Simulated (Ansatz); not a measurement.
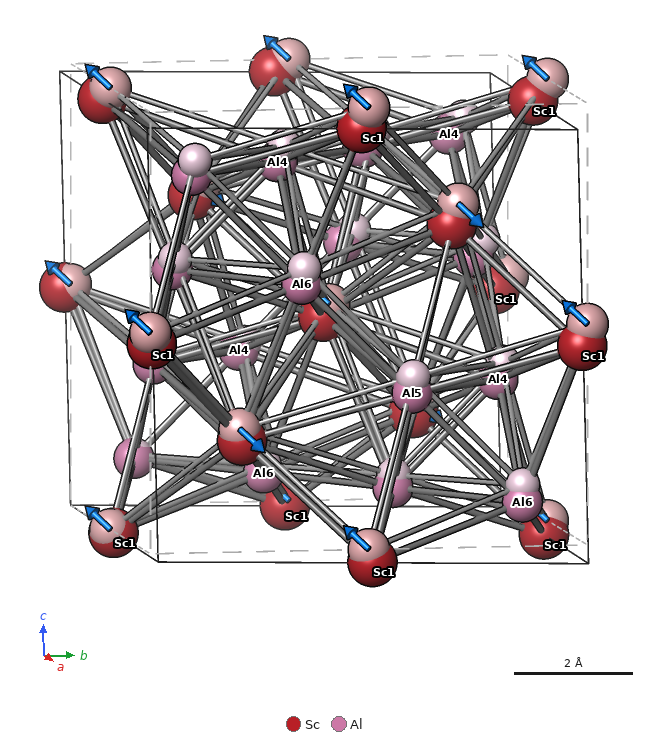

A crystal of ScAl2 (set up in Fd-3m), drawn pale, and a changed version of it, drawn solid. The blue arrows show how the atoms are displaced (without the part that the change of the cell carries along), magnified 30 times. The picture is a ball-and-stick view of the conventional cell (4 times the calculation's cell), seen slightly off an axis. Lengths and directions refer to the drawn axes.

These are results of Ansatz 0.2.0, DFT r2SCAN, scalar-relativistic, plane waves, PAW, not measurements. (plane-wave cutoff 500 eV; k-point mesh 8 × 8 × 8; occupations gaussian; smearing width 0.1 eV; no spin polarisation)

### What was done to the structure, and with what result?

Biaxial strain in the a–b plane, −4.0 %, is applied. The c axis and the atoms are relaxed. Cell: a = b = c 7.555 → 7.415 Å (−1.9 %), α 90.0° → 92.5°, β 90.0° → 92.5°, γ 90.0° → 87.5°. Volume −5.7 %. The largest moves relative to the cell, 0.022 Å, are those of Sc atoms. Al stays in place. Among the bonded contacts that change: Al–Sc 3.132 → 3.017 to 3.177 Å, Al–Al 2.671 → 2.564 to 2.678 Å, Sc–Sc 3.272 → 3.180 to 3.303 Å. The space group (tolerance 0.01 Å) goes from Fd-3m (No. 227) to R-3m (No. 166). Energy change: +42.2 meV per atom. The pressure goes from 0.0 to 6.8 GPa. The principal stresses (compression positive) are 0.0 GPa along [1 1 −1] and 10.2 GPa across it. Both are metals.
